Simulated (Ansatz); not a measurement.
# Geometry relaxation, with input and output: Sb3S2 (part 2 of 2)

The same run, continued: Sb3S2 (5 atoms in the cell); DFT PBE, scalar-relativistic, plane waves, PAW, no spin polarisation (Ansatz 0.2.0); cutoff 420 eV, 12×12×12 k-mesh, Gaussian smearing of 0.1 eV. The structure was made by a generator, so it may or may not be a known phase.

Geometry of the input (Å; fractional positions):
```
4.2813  2.4718  2.2276
-4.2813  2.4718  2.2276
0.0000  -4.9436  2.2276
Sb 0.5000  -0.0000  -0.0000
Sb -0.0000  0.5000  -0.0000
Sb 0.0000  0.0000  0.5000
S  0.6983  0.6983  0.6983
S  0.3017  0.3017  0.3017
```

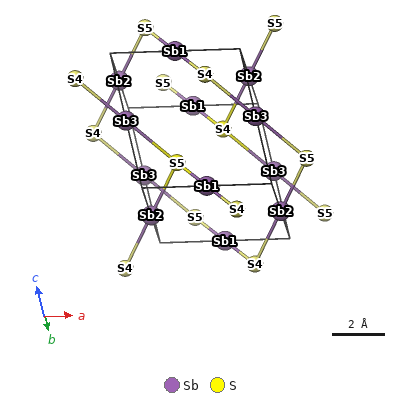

The geometry at step 2 of the log (ball-and-stick view of the cell of the calculation, seen at an oblique angle; neighbours outside the cell are drawn fainter; atoms are numbered from 1 in the order of the input).

### Log, continued
```
SCF iter   1: F=—  HF=-21257.063793 eV  |F-HF|=—  |Δ(HF+E_count)|=         —  Δρ=8.32e-5  dr2=1.10e-5  ethr=5.29e-8  ⟨swp⟩=3.0  Hψ=34122  notcnv=0
preconditioner: auto → LDOS  [metal: Δε(μ)=0.005 eV  Ē_g=8.226 eV  σ=0.100 eV  W_gap=0.03  n_scr=24 (ndim 8)  ℏωp=16.2 eV  f_vac=0.021  D(μ)=2.06/eV (n_scr^D=12)  β→1.0]
SCF iter   2: F=—  HF=-21257.063740 eV  |F-HF|=—  |Δ(HF+E_count)|=   5.31e-5  Δρ=3.89e-5  dr2=3.86e-6  ethr=1.94e-8  ⟨swp⟩=2.0  Hψ=9181  notcnv=0
SCF iter   3: F=—  HF=-21257.063739 eV  |F-HF|=—  |Δ(HF+E_count)|=   1.03e-6  Δρ=1.53e-5  dr2=6.00e-7  ethr=6.77e-9  ⟨swp⟩=2.0  Hψ=9187  notcnv=0
SCF iter   4: F=-21257.063739 eV  HF=-21257.063739 eV  |F-HF|=1.17e-8  |Δ(HF+E_count)|=   1.31e-7  Δρ=3.50e-6  dr2=2.56e-8  ethr=1.06e-10  ⟨swp⟩=7.9  Hψ=44072  notcnv=0
SCF 4 converged in 4 iterations: F = -21257.063739 eV  dr2 = 2.56e-8
relax step   4: F+E_penalty+E_count = -21257.06373879 eV  Δ(F+E_penalty+E_count) = -1.470e-4 eV  max|allowed force component| = 2.335e-4 eV/Å  Δτ_max = 0.0021 Å  P = -0.010 GPa  Ω = 141.717 Å³  energy of the carried Pulay correction = -4.163e-5 eV  (4 SCF iters, dr2 threshold 6.06e-8 eV, accepted)
Initial wavefunctions: pseudopotential atomic-orbital guess (no wavefunctions were taken with the density)
iter 1 solved again at ethr=3.26e-7 eV; its pass at ethr=3.10e-3 eV (dr2=1.86e-4 eV) is discarded
SCF iter   1: F=—  HF=-21257.063832 eV  |F-HF|=—  |Δ(HF+E_count)|=         —  Δρ=5.08e-6  dr2=3.41e-8  ethr=3.26e-7  ⟨swp⟩=3.0  Hψ=44629  notcnv=0
eigensolver tolerance schedule: the retry pair's looser diagonalisation over-reported the residual by 5444.42 of it (diagonalisation noise at 1.34 of the residual, at the tolerance the schedule requests for it); recorded, not acted on — ethr = c·dr2/N_el stays at c = 1.0e-1
SCF iter   2: F=—  HF=-21257.063778 eV  |F-HF|=—  |Δ(HF+E_count)|=   5.36e-5  Δρ=3.55e-6  dr2=2.35e-8  ethr=5.98e-11  ⟨swp⟩=3.1  Hψ=14588  notcnv=0
SCF iter   3: F=—  HF=-21257.063778 eV  |F-HF|=—  |Δ(HF+E_count)|=   8.76e-9  Δρ=7.43e-7  dr2=1.22e-9  ethr=4.12e-11  ⟨swp⟩=2.4  Hψ=10430  notcnv=0
SCF iter   4: F=—  HF=-21257.063778 eV  |F-HF|=—  |Δ(HF+E_count)|=  3.46e-10  Δρ=2.43e-7  dr2=1.45e-10  ethr=2.13e-12  ⟨swp⟩=2.0  Hψ=8787  notcnv=0
SCF iter   5: F=-21257.063778 eV  HF=-21257.063778 eV  |F-HF|=3.64e-12  |Δ(HF+E_count)|=  1.09e-11  Δρ=1.09e-7  dr2=2.81e-11  ethr=1.00e-12  ⟨swp⟩=7.2  Hψ=32018  notcnv=0
SCF 5 converged in 5 iterations: F = -21257.063778 eV  dr2 = 2.81e-11
relax step   5: F+E_penalty+E_count = -21257.06377840 eV  Δ(F+E_penalty+E_count) = -3.962e-5 eV  max|allowed force component| = 2.440e-4 eV/Å  Δτ_max = 0.0000 Å  P = -0.010 GPa  Ω = 141.717 Å³  stress off target by 1.23e-2 GPa  SCF on the basis re-selected at this cell (its energy is not comparable with the rows above)  (5 SCF iters)
basis re-selected at this cell: Δ(F+E_penalty+E_count) = -3.962e-5 eV, ΔP = -0.000 GPa vs the last step (what re-selecting the basis moved, of the pressure what is left beyond the Pulay correction that the steps carried, after the strain that the cell walked since its last selection, with what the two solves' SCF thresholds leave and, on support functions, any second-order correction that the steps lacked; it is no measure of the basis error at this ecutwfc). This SCF's stress stands 1.23e-2 GPa from its target on what of the cell is left free (relax.cell.stress_tol is 5.00e-2 GPa) and its largest allowed force component is 2.44e-4 eV/Å (relax.f_tol is 1.00e-2 eV/Å): within both
SCF converged after 5 iterations
Free energy (F): -21257.063778 eV
Harris-Foulkes:  -21257.063778 eV  (|F-HF|=3.64e-12)
Internal energy: -21257.053467 eV  (E = F + TS)
E sigma→0 (E₀):  -21257.058623 eV
Entropy (-TS):   -0.010312 eV (-2.062 meV/atom)
Fermi energy:    7.487410 eV
--- Per-component energies (eV) ---
  E_band       = -593.234481
  E_kinetic    = 829.260585
  E_local      = -5500.985496  (includes V_loc(G=0)·N_el)
  E_nonlocal   = 1142.767838
  E_hartree    = 2442.441572
  E_xc         = -607.173294
  E_vxc        = -460.242846  (∫ρ·V_xc dr)
  E_paw        = -14924.269044  (= ΣΔE_a)
  E_vpaw       = -1488.917593  (= ΣTr[D̂ρ^β])
  E_aug_tail   = -0.000001  (compensation charges beyond the density's cutoff)
  E_ewald      = -4639.095626
  E_smearing   = -0.010312  (= −TS)
  E_closure    = 0.000000  (closes the sum)
  Σ components = -21257.063778   (vs F -21257.063778, Δ=0.00e0)
--- Forces (eV/Å), atoms counted from 1 ---
  atom   1  Sb     0.00000000    -0.00000000     0.00000000
  atom   2  Sb    -0.00000000    -0.00000000    -0.00000000
  atom   3  Sb     0.00000000     0.00000000     0.00000000
  atom   4  S      0.00000000     0.00000000     0.00024405
  atom   5  S      0.00000000    -0.00000000    -0.00024405
  max |Σ_I F_I| component: 1.35e-28 eV/Å
--- Stress (GPa, compression-positive) ---
       -0.009554       0.000000      -0.000000
        0.000000      -0.009554      -0.000000
        0.000000      -0.000000      -0.012294
  P = ⅓ Tr σ = -0.0105 GPa (-0.105 kbar)
--- Band table (eV; the first three rows and the last of 189) ---
  k-point 0: bands = ["-21.6366", "-21.6140", "-21.6140", "-21.5941", "-21.5854", "-21.5854", "-21.5788", "-21.5788", "-21.5704", "-21.5270", "-21.5270", "-21.5057", "-21.5047", "-21.5047", "-21.4499", "-6.4845", "-4.8382", "-1.4752", "-0.7835", "-0.7835", "2.6668", "2.6668", "3.8288", "4.3092", "4.3092", "5.6003", "6.5327", "6.5327", "7.0334", "9.3356", "9.8927", "9.8927", "11.5652", "11.5652", "12.1062"]
  k-point 1: bands = ["-21.6360", "-21.6140", "-21.6134", "-21.5939", "-21.5853", "-21.5853", "-21.5788", "-21.5787", "-21.5705", "-21.5274", "-21.5263", "-21.5059", "-21.5050", "-21.5048", "-21.4512", "-6.4616", "-4.8690", "-1.4635", "-0.8324", "-0.7921", "2.6731", "2.6847", "3.8345", "4.3482", "4.4696", "5.5465", "6.4575", "6.5690", "7.0021", "9.2780", "9.8171", "9.8615", "11.6266", "11.6685", "12.1563"]
  k-point 2: bands = ["-21.6346", "-21.6140", "-21.6117", "-21.5931", "-21.5852", "-21.5851", "-21.5788", "-21.5783", "-21.5708", "-21.5284", "-21.5243", "-21.5065", "-21.5057", "-21.5050", "-21.4550", "-6.3942", "-4.9576", "-1.4361", "-0.9549", "-0.8152", "2.7090", "2.7340", "3.8843", "4.4515", "4.8515", "5.4366", "6.2589", "6.6319", "6.9301", "9.0880", "9.6441", "9.8747", "11.5311", "11.9010", "12.0575"]
  k-point 188: bands = ["-21.6263", "-21.6263", "-21.6025", "-21.5886", "-21.5873", "-21.5873", "-21.5762", "-21.5762", "-21.5762", "-21.5604", "-21.5081", "-21.5076", "-21.5076", "-21.4727", "-21.4727", "-5.8961", "-5.0279", "-2.3249", "-2.3249", "1.1858", "2.0393", "2.0393", "3.3718", "4.7410", "5.4854", "5.4854", "6.6127", "6.6127", "7.9524", "10.1691", "11.0079", "11.0608", "11.0608", "11.9596", "11.9596"]
--- Relaxed structure (4 steps of the walk, 4 accepted, 1 SCFs on fresh bases) ---
  F+E_penalty+E_count = -21257.06377840 eV   max|allowed force component| = 2.440e-4 eV/Å   (the final SCF, on the basis selected at the relaxed cell)
  cell:  # Å, volume = 141.7172 Å³
    - [4.279592026272217, 2.470823608390041, 2.23371235125356]
    - [-4.279592026272217, 2.470823608390041, 2.23371235125356]
    - [2.371023454329936e-34, -4.941647216780082, 2.23371235125356]
  atoms:
    - { symbol: Sb, position: [0.4999999999999999, 0.0, 2.7755575615628914e-17] }
    - { symbol: Sb, position: [0.0, 0.4999999999999999, 2.7755575615628914e-17] }
    - { symbol: Sb, position: [2.7755575615628914e-17, 2.7755575615628914e-17, 0.4999999999999999] }
    - { symbol: S, position: [0.7000882217787551, 0.7000882217787551, 0.7000882217787551] }
    - { symbol: S, position: [0.29991177822124476, 0.29991177822124476, 0.29991177822124476] }
```

### Trajectory as extended XYZ (Å, eV, eV/Å), 5 frames, from step=1 to step=5
```
5
Lattice="4.2813 2.4718 2.2276 -4.2813 2.4718 2.2276 0.0000 -4.9436 2.2276" Properties=species:S:1:pos:R:3:forces:R:3 step=1 energy=-21257.06333 pressure_GPa=0.03
Sb    2.1406    1.2359    1.1138    0.0000   0.0000   0.0000
Sb   -2.1406    1.2359    1.1138    0.0000   0.0000   0.0000
Sb    0.0000   -2.4718    1.1138    0.0000   0.0000   0.0000
S     0.0000    0.0000    4.6663    0.0000   0.0000   0.0237
S     0.0000    0.0000    2.0165    0.0000   0.0000  -0.0237
5
Lattice="4.2803 2.4712 2.2319 -4.2803 2.4712 2.2319 0.0000 -4.9424 2.2319" Properties=species:S:1:pos:R:3:forces:R:3 step=2 energy=-21257.06350 pressure_GPa=-0.03
Sb    2.1401    1.2356    1.1159    0.0000   0.0000   0.0000
Sb   -2.1401    1.2356    1.1159    0.0000   0.0000   0.0000
Sb    0.0000   -2.4712    1.1159    0.0000   0.0000   0.0000
S     0.0000    0.0000    4.6766    0.0000   0.0000   0.0213
S     0.0000    0.0000    2.0189    0.0000   0.0000  -0.0213
5
Lattice="4.2728 2.4669 2.2359 -4.2728 2.4669 2.2359 0.0000 -4.9338 2.2359" Properties=species:S:1:pos:R:3:forces:R:3 step=3 energy=-21257.06359 pressure_GPa=0.11
Sb    2.1364    1.2335    1.1180    0.0000   0.0000   0.0000
Sb   -2.1364    1.2335    1.1180    0.0000   0.0000   0.0000
Sb    0.0000   -2.4669    1.1180    0.0000   0.0000   0.0000
S     0.0000    0.0000    4.6939    0.0000   0.0000  -0.0021
S     0.0000    0.0000    2.0138    0.0000   0.0000   0.0021
5
Lattice="4.2796 2.4708 2.2337 -4.2796 2.4708 2.2337 0.0000 -4.9416 2.2337" Properties=species:S:1:pos:R:3:forces:R:3 step=4 energy=-21257.06374 pressure_GPa=-0.01
Sb    2.1398    1.2354    1.1169    0.0000   0.0000   0.0000
Sb   -2.1398    1.2354    1.1169    0.0000   0.0000   0.0000
Sb    0.0000   -2.4708    1.1169    0.0000   0.0000   0.0000
S     0.0000    0.0000    4.6914    0.0000   0.0000   0.0002
S     0.0000    0.0000    2.0097    0.0000   0.0000  -0.0002
5
Lattice="4.2796 2.4708 2.2337 -4.2796 2.4708 2.2337 0.0000 -4.9416 2.2337" Properties=species:S:1:pos:R:3:forces:R:3 step=5 energy=-21257.06378 pressure_GPa=-0.01
Sb    2.1398    1.2354    1.1169    0.0000   0.0000   0.0000
Sb   -2.1398    1.2354    1.1169    0.0000   0.0000   0.0000
Sb    0.0000   -2.4708    1.1169    0.0000   0.0000   0.0000
S     0.0000    0.0000    4.6914    0.0000   0.0000   0.0002
S     0.0000    0.0000    2.0097    0.0000   0.0000  -0.0002
```

### Summary

```tsv
quantity	value
outcome	converged
space group (tolerance 0.01 Å)	R-3m (166)
electrons treated	57
free energy	−21257.0638 eV
Fermi energy	7.487 eV
gap on the k-point mesh	none (metallic)
pressure	−0.01 GPa
final volume	141.72 Å³
largest force (length of the vector) at the end	under 0.001 eV/Å
final cell	a = 5.423 Å, b = 5.423 Å, c = 5.423 Å, α = 104.21°, β = 104.21°, γ = 104.21°
hardware	1 thread of Arm Neoverse V2, 240 GiB of memory available, shared host
wall time	4.7 min
peak memory	0.88 GiB
```

### Notes

The cell holds an odd number of electrons but the run has no spin polarisation, so a band is left half filled.
